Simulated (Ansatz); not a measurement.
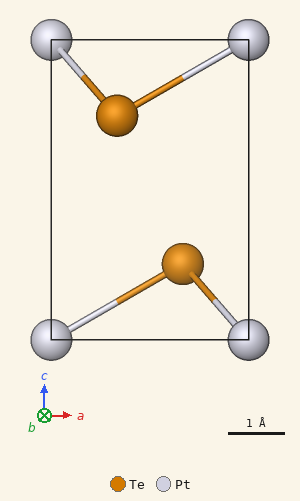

Phonons of solid Te₂Pt (a generated structure), at the zone centre. The picture is a ball-and-stick view of the conventional cell, seen along the b axis. Lengths and directions refer to the drawn axes.

The calculation used DFT PBE, scalar-relativistic, plane waves, PAW (Ansatz 0.2.0).

Input file:
```yaml
crystal:
  lattice:
    - [3.5379512159, -2.044559446, 0.1534797328]
    - [3.5379512159, 2.044559446, 0.1534797328]
    - [-0.2335603157, 0.0, 5.3820257171]
  atoms:
    - { symbol: Te, position: [0.8333348175, 0.8333348175, 0.2528178056] }
    - { symbol: Te, position: [0.1666651825, 0.1666651825, 0.7471821944] }
    - { symbol: Pt, position: [0.5, 0.5, 0.0] }
basis:
  ecutwfc: 420
kpoints:
  mp_grid: { grid: [10, 10, 6] }
hamiltonian:
  xc: pbe
scf:
  occupations: { method: gaussian, width: 0.01 }
output:
  eigenvalues: true
phonons:
  method: dfpt
  eigenvectors: true
  qmesh: [2, 2, 1]
  temperatures: { t_max: 1000, t_step: 100 }
  qpath:
    path:
      - [[0.0, 0.0, 0.0], [0.49999989, 0.49999974, -1.169e-05], [0.33333326, 0.66666652, -1.169e-05], [0.0, 0.0, 0.0], [0.0, 0.0, 0.5], [0.49999989, 0.49999974, 0.49998831], [0.33333326, 0.66666652, 0.49998831], [0.0, 0.0, 0.5]]
      - [[0.49999989, 0.49999974, 0.49998831], [0.49999989, 0.49999974, -1.169e-05]]
      - [[0.33333326, 0.66666652, 0.49998831], [0.33333326, 0.66666652, -1.169e-05]]
    npoints: 8
```

Run as
```bash
ansatz run input.yaml --threads 1 --pin off --max-ram 2560MiB --backend cpu --events-out ev --progress --plain --runs-dir out
```

Q: List the optical modes.

A: The calculation's cell holds 3 atoms, so there are 6 optical modes, in 4 levels. The optical modes span E_g + A₁g + A₂u + E_u. No level is unstable.

```json
{"level": "1", "symmetry": "E_g", "frequency (cm⁻¹)": "112", "activity": "Raman-active"}
{"level": "2", "symmetry": "A₁g", "frequency (cm⁻¹)": "149", "activity": "Raman-active"}
{"level": "3", "symmetry": "A₂u", "frequency (cm⁻¹)": "157", "activity": "infrared-active"}
{"level": "4", "symmetry": "E_u", "frequency (cm⁻¹)": "162", "activity": "infrared-active"}
```

The crystal is a metal, so free carriers screen the infrared response.

The displacement patterns (one member of each degenerate set):

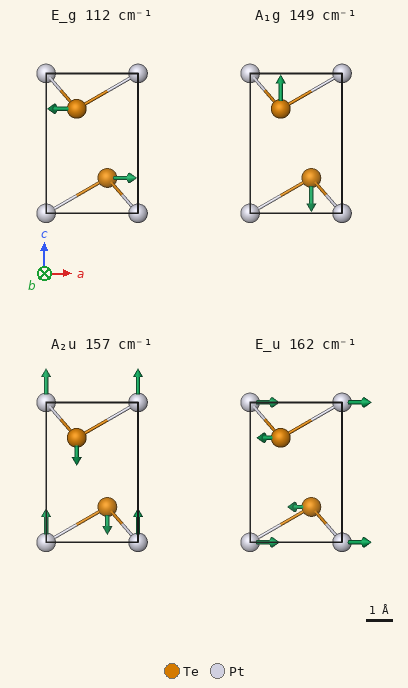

Limits of the set-up: layers or molecules are held without a dispersion correction, so their spacing is unreliable.
